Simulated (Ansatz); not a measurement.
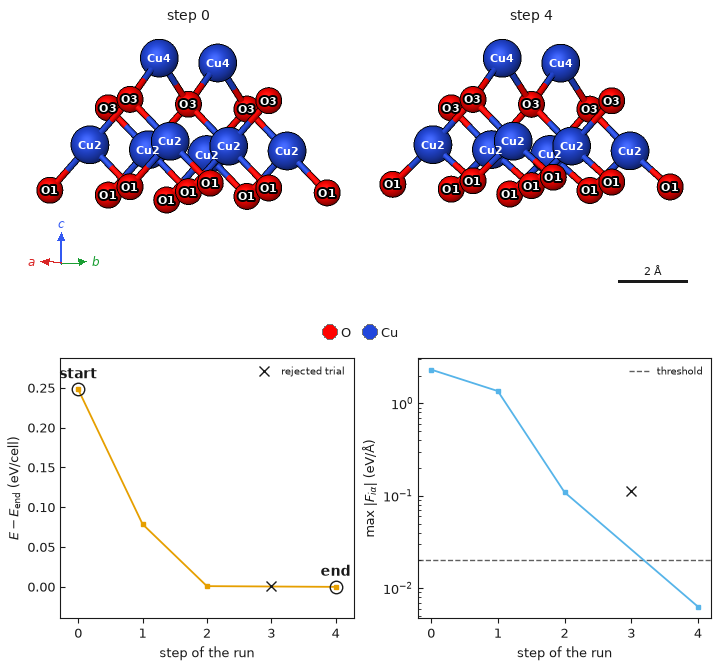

First and last geometry of a relaxation of a slab of composition CuO (cut from the C2/c phase), with the history of the run. The picture is a ball-and-stick view of the atoms within 4.2 Å of the atom that moves most (axes of the 3 × 2 repeat of the cell, outlined in the plane, without the vacuum), seen from a free direction.

Case: (0 0 1) slab, atoms relaxed. The slab is the (0 0 1) face of CuO.

These are results of Ansatz 0.2.0, DFT PBEsol, scalar-relativistic, plane waves, PAW, not measurements.

Input
```yaml
crystal:
  lattice:
    - [2.8941129565, 0.0, 0.0]
    - [0.0116739775, 2.8940894117, 0.0]
    - [0.0, 0.0, 29.0030667537]
  atoms:
    - { symbol: O, position: [0.5000182981, 0.5000980321, 0.2585933434] }
    - { symbol: Cu, position: [0.5001163303, 0.0001163303, 0.3024854628] }
    - { symbol: O, position: [0.5002143624, 0.5001346284, 0.3463775821] }
    - { symbol: Cu, position: [0.0002326605, 0.5002326605, 0.3902697015] }
    - { symbol: O, position: [0.5002509587, 0.5003306927, 0.4341618209] }
    - { symbol: Cu, position: [0.5003489908, 0.0003489908, 0.4780539403] }
    - { symbol: O, position: [0.5004470229, 0.500367289, 0.5219460597] }
    - { symbol: Cu, position: [0.0004653211, 0.5004653211, 0.5658381791] }
    - { symbol: O, position: [0.5004836192, 0.5005633532, 0.6097302985] }
    - { symbol: Cu, position: [0.5005816514, 0.0005816514, 0.6536224179] }
    - { symbol: O, position: [0.5006796835, 0.5005999495, 0.6975145372] }
    - { symbol: Cu, position: [0.0006979816, 0.5006979816, 0.7414066566] }
basis:
  ecutwfc: 420
kpoints:
  mp_grid: { grid: [12, 12, 1] }
hamiltonian:
  xc: pbesol
scf:
  occupations: { method: gaussian, width: 0.1 }
output:
  forces: true
  eigenvalues: true
relax:
  adjacent_minimum: "off"
  f_tol: 0.02
  max_steps: 60
efield:
  axis: 3
  dipole_correction: true
  ramp_width: 0.04
```

Launched with:
```bash
ansatz run input.yaml --threads 2 --pin off --max-ram 5120MiB --backend cpu --events-out ev --progress --plain --runs-dir out
```

### Read the history and describe the run.

It converged. The largest move relative to the layer's centre is that of O1, 0.17 Å along the normal (+c). Largest moves by element: O 0.17 Å, Cu 0.10 Å. The lattice vectors keep their values. Some distances before and after: O1–Cu2 1.927 → 1.819 Å. Bond angles that change, for instance: O1–Cu2–O1 97.3° → 105.4°, Cu2–O1–Cu2 97.3° → 105.4°, O1–Cu2–O3 82.7° → 78.5°. Over 3 accepted moves (4 points after the start) the energy falls by 0.248 eV per cell of the calculation. Largest force component: 2.3 eV/Å at the start, 0.0063 eV/Å at the end. The line search rejected the trial step at point 3 of the run.
